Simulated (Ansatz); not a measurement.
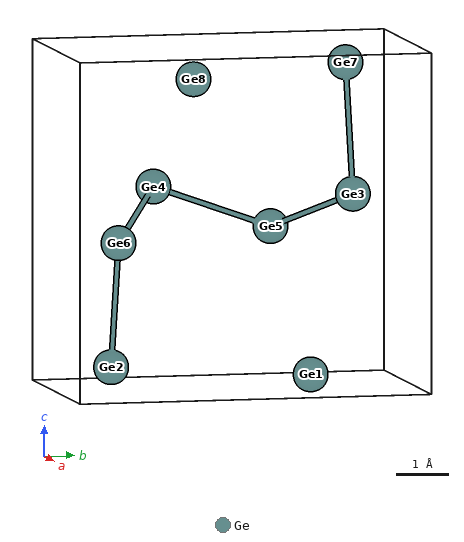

Figure 1. The input geometry of run 1 (ball-and-stick view of the cell of the calculation, set on other vectors, seen slightly off an axis; atoms are numbered from 1 in the order of the input). An atom can appear more than once, as a periodic image. Near neighbours in the periodic cell (some may lie outside the picture): Ge has 4 Ge at 2.49 to 2.58 Å.

**What a change does: single-point calculation on Ge**

System: Ge (C222₁, 8 atoms in the cell).
Method of run 1: DFT PBE, scalar-relativistic, plane waves, PAW, PAW set soft_1, no spin polarisation (Ansatz 0.2.0).

The structure derives from a Materials Project entry. Text and figures count atoms from 1; the logs count them from 0 in places.

### Input file, run 1
```yaml
crystal:
  lattice:
    - [-4.0584862908, 0.0, 0.0]
    - [0.0, 0.0, -6.6930647484]
    - [0.0, -7.0295044574, 0.0]
  atoms:
    - { symbol: Ge, position: [0.0776151445, 0.9372088633, 0.3333333333] }
    - { symbol: Ge, position: [0.5776151445, 0.9372088633, 0.8333333333] }
    - { symbol: Ge, position: [0.4223848555, 0.4372088633, 0.1666666667] }
    - { symbol: Ge, position: [-0.0776151445, 0.4372088633, 0.6666666667] }
    - { symbol: Ge, position: [-0.0776151445, 0.5627911367, 0.3333333333] }
    - { symbol: Ge, position: [0.4223848555, 0.5627911367, 0.8333333333] }
    - { symbol: Ge, position: [0.5776151445, 0.0627911367, 0.1666666667] }
    - { symbol: Ge, position: [0.0776151445, 0.0627911367, 0.6666666667] }
basis:
  ecutwfc: 420
kpoints:
  mp_grid: { grid: [10, 6, 6] }
hamiltonian:
  xc: pbe
  pseudopotentials: { kind: paw, azcp: { folder: soft_1 } }
scf:
  occupations: { method: gaussian, width: 0.15 }
output:
  forces: true
  stress: true
  eigenvalues: true
```

Command:
```bash
ansatz run input.yaml --threads 4 --pin off --max-ram 8192MiB --backend cpu --events-out ev --progress --plain --runs-dir out
```

Hardware: 4 threads of Intel Xeon @ 2.50GHz (Skylake/Cascade Lake), 12 GiB of memory available, shared host.

### Output, shortened to warnings, some set-up lines, iterations and results (run 1)
```
Basis set: ecut = 420 eV, 3717 PW (Γ), exchange–correlation on 60×90×96 points (8 copies of the dense FFT grid, shifted against one another)
Symmetry: 8 space group operations
k-points: 96 of 360 (time reversal used)
Initial density: superposition of atomic densities (chi_scale 0.1, normalization cell)
[...]
SCF iter   1: F=—  HF=-34359.556425 eV  |F-HF|=—  |Δ(HF+E_count)|=         —  Δρ=3.24e-2  dr2=1.59e0  ethr=3.10e-3  ⟨swp⟩=6.0  Hψ=23222  notcnv=0
SCF iter   2: F=—  HF=-34359.521489 eV  |F-HF|=—  |Δ(HF+E_count)|=   3.49e-2  Δρ=2.12e-2  dr2=8.03e-1  ethr=1.42e-3  ⟨swp⟩=1.0  Hψ=7585  notcnv=0
SCF iter   3: F=—  HF=-34359.421638 eV  |F-HF|=—  |Δ(HF+E_count)|=   9.99e-2  Δρ=3.48e-3  dr2=4.70e-2  ethr=7.17e-4  ⟨swp⟩=2.0  Hψ=6622  notcnv=0
SCF iter   4: F=—  HF=-34359.434128 eV  |F-HF|=—  |Δ(HF+E_count)|=   1.25e-2  Δρ=1.87e-3  dr2=1.13e-2  ethr=4.19e-5  ⟨swp⟩=2.0  Hψ=11370  notcnv=0
SCF iter   5: F=—  HF=-34359.438205 eV  |F-HF|=—  |Δ(HF+E_count)|=   4.08e-3  Δρ=6.80e-4  dr2=9.95e-4  ethr=1.01e-5  ⟨swp⟩=2.0  Hψ=11386  notcnv=0
SCF iter   6: F=—  HF=-34359.439347 eV  |F-HF|=—  |Δ(HF+E_count)|=   1.14e-3  Δρ=2.05e-4  dr2=1.15e-4  ethr=8.89e-7  ⟨swp⟩=2.0  Hψ=11400  notcnv=0
SCF iter   7: F=—  HF=-34359.439605 eV  |F-HF|=—  |Δ(HF+E_count)|=   2.58e-4  Δρ=6.84e-5  dr2=1.57e-5  ethr=1.03e-7  ⟨swp⟩=3.0  Hψ=11436  notcnv=0
SCF iter   8: F=—  HF=-34359.439760 eV  |F-HF|=—  |Δ(HF+E_count)|=   1.56e-4  Δρ=1.83e-5  dr2=9.14e-7  ethr=1.40e-8  ⟨swp⟩=3.0  Hψ=11933  notcnv=0  defer=453
SCF iter   9: F=-34359.439761 eV  HF=-34359.439761 eV  |F-HF|=1.08e-7  |Δ(HF+E_count)|=   6.89e-7  Δρ=6.18e-6  dr2=8.45e-8  ethr=8.93e-11  ⟨swp⟩=8.2  Hψ=30884  notcnv=0
SCF 1 converged in 9 iterations: F = -34359.439761 eV  dr2 = 8.45e-8
SCF converged after 9 iterations
Free energy (F): -34359.439761 eV
Harris-Foulkes:  -34359.439761 eV  (|F-HF|=1.08e-7)
Internal energy: -34359.435711 eV  (E = F + TS)
E sigma→0 (E₀):  -34359.437736 eV
Entropy (-TS):   -0.004050 eV (-0.506 meV/atom)
Fermi energy:    7.959243 eV
--- Per-component energies (eV) ---
  E_band       = -1264.451790
  E_kinetic    = 736.080582
  E_local      = -18229.436661  (includes V_loc(G=0)·N_el)
  E_nonlocal   = 1736.663843
  E_hartree    = 8666.221779
  E_xc         = -570.500928
  E_vxc        = -516.975498  (∫ρ·V_xc dr)
  E_paw        = -16101.776638  (= ΣΔE_a)
  E_vpaw       = -2323.236438  (= ΣTr[D̂ρ^β])
  E_aug_tail   = 0.000120  (compensation charges beyond the density's cutoff)
  E_ewald      = -10596.687808
  E_smearing   = -0.004050  (= −TS)
  E_closure    = -0.000000  (closes the sum)
  Σ components = -34359.439761   (vs F -34359.439761, Δ=0.00e0)
--- Forces (eV/Å), atoms counted from 1 ---
  atom   1  Ge     0.29210580    -0.04704707     0.31077249
  atom   2  Ge     0.29210580    -0.04704707     0.31077249
  atom   3  Ge    -0.29210580     0.04704707     0.31077249
  atom   4  Ge    -0.29210580     0.04704707     0.31077249
  atom   5  Ge    -0.29210580    -0.04704707    -0.31077249
  atom   6  Ge    -0.29210580    -0.04704707    -0.31077249
  atom   7  Ge     0.29210580     0.04704707    -0.31077249
  atom   8  Ge     0.29210580     0.04704707    -0.31077249
  max |Σ_I F_I| component: 1.11e-16 eV/Å
--- Stress (GPa, compression-positive) ---
       -0.467343       0.000000      -0.000000
        0.000000       0.623898      -0.000000
       -0.000000      -0.000000      -1.896986
  P = ⅓ Tr σ = -0.5801 GPa (-5.801 kbar)
```

The input of run 2 differs as follows (lines with − go, lines with + come):
```diff
-    - { symbol: Ge, position: [0.0776151445, 0.9372088633, 0.3333333333] }
-    - { symbol: Ge, position: [0.5776151445, 0.9372088633, 0.8333333333] }
-    - { symbol: Ge, position: [0.4223848555, 0.4372088633, 0.1666666667] }
-    - { symbol: Ge, position: [-0.0776151445, 0.4372088633, 0.6666666667] }
-    - { symbol: Ge, position: [-0.0776151445, 0.5627911367, 0.3333333333] }
-    - { symbol: Ge, position: [0.4223848555, 0.5627911367, 0.8333333333] }
-    - { symbol: Ge, position: [0.5776151445, 0.0627911367, 0.1666666667] }
-    - { symbol: Ge, position: [0.0776151445, 0.0627911367, 0.6666666667] }
+    - { symbol: Ge, position: [0.0193914663, 0.9372088633, 0.3445290016] }
+    - { symbol: Ge, position: [0.5193914663, 0.9372088633, 0.8445290016] }
+    - { symbol: Ge, position: [0.4806085337, 0.4372088633, 0.1554709984] }
+    - { symbol: Ge, position: [-0.0193914663, 0.4372088633, 0.6554709984] }
+    - { symbol: Ge, position: [-0.0193914663, 0.5627911367, 0.322137665] }
+    - { symbol: Ge, position: [0.4806085337, 0.5627911367, 0.822137665] }
+    - { symbol: Ge, position: [0.5193914663, 0.0627911367, 0.177862335] }
+    - { symbol: Ge, position: [0.0193914663, 0.0627911367, 0.677862335] }
```

How does run 2 compare with run 1?

With the same functional and potentials, run 2 lies 37.9 meV per atom lower. The pressure goes from −0.58 to −0.09 GPa. The largest force goes from 0.429 to 0.105 eV/Å. The SCF takes 10 iterations against 9. The irreducible k-points go from 96 to 128. On the same kind of shared host run 2 took about 1.5 times as long.

### Output, shortened to warnings, some set-up lines, iterations and results (run 2)
```
Basis set: ecut = 420 eV, 3717 PW (Γ), exchange–correlation on 60×90×96 points (8 copies of the dense FFT grid, shifted against one another)
Symmetry: 4 space group operations
k-points: 128 of 360 (time reversal used)
Initial density: superposition of atomic densities (chi_scale 0.1, normalization cell)
[...]
SCF iter   1: F=—  HF=-34359.864474 eV  |F-HF|=—  |Δ(HF+E_count)|=         —  Δρ=3.34e-2  dr2=1.70e0  ethr=3.10e-3  ⟨swp⟩=6.2  Hψ=31073  notcnv=0
SCF iter   2: F=—  HF=-34359.830682 eV  |F-HF|=—  |Δ(HF+E_count)|=   3.38e-2  Δρ=2.19e-2  dr2=8.66e-1  ethr=1.51e-3  ⟨swp⟩=1.0  Hψ=10114  notcnv=0  defer=1
SCF iter   3: F=—  HF=-34359.720171 eV  |F-HF|=—  |Δ(HF+E_count)|=   1.11e-1  Δρ=3.70e-3  dr2=5.38e-2  ethr=7.73e-4  ⟨swp⟩=2.0  Hψ=8743  notcnv=0  defer=1
SCF iter   4: F=—  HF=-34359.735589 eV  |F-HF|=—  |Δ(HF+E_count)|=   1.54e-2  Δρ=1.93e-3  dr2=1.20e-2  ethr=4.80e-5  ⟨swp⟩=2.0  Hψ=15138  notcnv=0  defer=1
SCF iter   5: F=—  HF=-34359.741002 eV  |F-HF|=—  |Δ(HF+E_count)|=   5.41e-3  Δρ=7.27e-4  dr2=1.11e-3  ethr=1.07e-5  ⟨swp⟩=2.0  Hψ=15143  notcnv=0  defer=1
SCF iter   6: F=—  HF=-34359.742481 eV  |F-HF|=—  |Δ(HF+E_count)|=   1.48e-3  Δρ=2.23e-4  dr2=1.36e-4  ethr=9.95e-7  ⟨swp⟩=2.0  Hψ=15150  notcnv=0  defer=1
SCF iter   7: F=—  HF=-34359.742865 eV  |F-HF|=—  |Δ(HF+E_count)|=   3.84e-4  Δρ=7.60e-5  dr2=1.93e-5  ethr=1.22e-7  ⟨swp⟩=3.0  Hψ=15367  notcnv=0  defer=1
SCF iter   8: F=—  HF=-34359.742843 eV  |F-HF|=—  |Δ(HF+E_count)|=   2.18e-5  Δρ=2.09e-5  dr2=1.14e-6  ethr=1.72e-8  ⟨swp⟩=2.9  Hψ=16030  notcnv=0  defer=687
SCF iter   9: F=—  HF=-34359.742844 eV  |F-HF|=—  |Δ(HF+E_count)|=   9.98e-7  Δρ=1.07e-5  dr2=2.49e-7  ethr=1.02e-9  ⟨swp⟩=2.0  Hψ=15156  notcnv=0  defer=691
SCF iter  10: F=-34359.742844 eV  HF=-34359.742844 eV  |F-HF|=5.54e-8  |Δ(HF+E_count)|=   1.03e-7  Δρ=5.02e-6  dr2=5.54e-8  ethr=8.93e-11  ⟨swp⟩=9.8  Hψ=40553  notcnv=0
SCF 1 converged in 10 iterations: F = -34359.742844 eV  dr2 = 5.54e-8
SCF converged after 10 iterations
Free energy (F): -34359.742844 eV
Harris-Foulkes:  -34359.742844 eV  (|F-HF|=5.54e-8)
Internal energy: -34359.740329 eV  (E = F + TS)
E sigma→0 (E₀):  -34359.741586 eV
Entropy (-TS):   -0.002515 eV (-0.314 meV/atom)
Fermi energy:    7.919626 eV
--- Per-component energies (eV) ---
  E_band       = -1264.777455
  E_kinetic    = 737.507420
  E_local      = -18319.802580  (includes V_loc(G=0)·N_el)
  E_nonlocal   = 1738.834586
  E_hartree    = 8711.953013
  E_xc         = -570.806326
  E_vxc        = -517.509317  (∫ρ·V_xc dr)
  E_paw        = -16104.290955  (= ΣΔE_a)
  E_vpaw       = -2327.724608  (= ΣTr[D̂ρ^β])
  E_aug_tail   = 0.000115  (compensation charges beyond the density's cutoff)
  E_ewald      = -10553.135602
  E_smearing   = -0.002515  (= −TS)
  E_closure    = 0.000000  (closes the sum)
  Σ components = -34359.742844   (vs F -34359.742844, Δ=0.00e0)
--- Forces (eV/Å), atoms counted from 1 ---
  atom   1  Ge     0.05631450     0.06250578     0.04915719
  atom   2  Ge     0.05631450     0.06250578     0.04915719
  atom   3  Ge    -0.05631450    -0.06250578     0.04915719
  atom   4  Ge    -0.05631450    -0.06250578     0.04915719
  atom   5  Ge    -0.06830430    -0.06275120    -0.04915652
  atom   6  Ge    -0.06830430    -0.06275120    -0.04915652
  atom   7  Ge     0.06830430     0.06275120    -0.04915652
  atom   8  Ge     0.06830430     0.06275120    -0.04915652
  max |Σ_I F_I| component: 2.68e-6 eV/Å
--- Stress (GPa, compression-positive) ---
        0.033220      -0.069656       0.000000
       -0.069656       0.018884      -0.000000
        0.000000      -0.000000      -0.316192
  P = ⅓ Tr σ = -0.0880 GPa (-0.880 kbar)
```

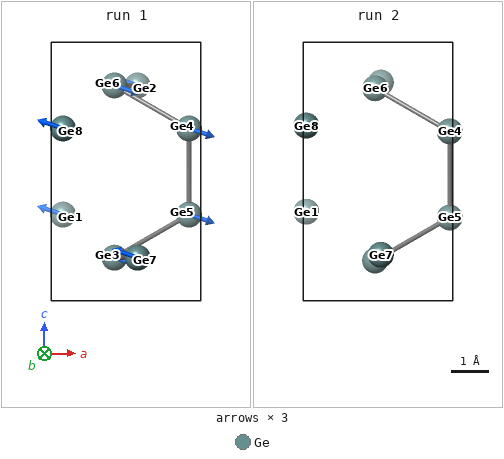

Figure 2. The two input geometries at one scale (ball-and-stick view of the cell of the calculation, along the b axis). The blue arrows on the first give the shifts of the atoms relative to the cell, with their mean removed, magnified 3 times. The largest moves, 0.25 Å, are those of 8 atoms (Ge1, Ge2, Ge3, Ge4 and others). (The mean shift of all atoms is removed.) The cell doesn't change. Among the contacts that change: Ge1–Ge5 2.584 → 2.516 Å.

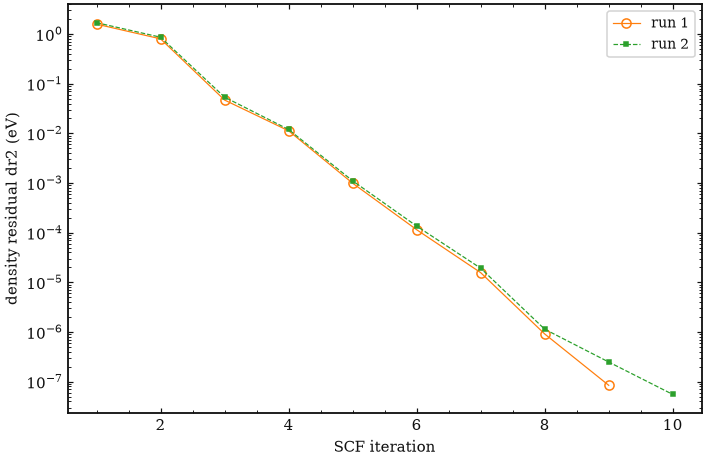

Figure 3. Convergence of the two runs: density residual dr2 against the SCF iteration. Run 1 takes 9 iterations in all, and run 2 takes 10.

### The two runs side by side

| quantity | run 1 | run 2 |
| --- | --- | --- |
| outcome | converged | converged |
| free energy per atom (eV) | −4294.9300 | −4294.9679 |
| energy per atom, smearing taken to zero (eV) | −4294.9297 | −4294.9677 |
| pressure (GPa) | −0.58 | −0.09 |
| largest force (eV/Å) | 0.429 | 0.105 |
| SCF iterations | 9 | 10 |
| irreducible k-points | 96 | 128 |
| plane waves at Γ | 3717 | 3717 |
| wall time (shared host) | 35 s | 51 s |
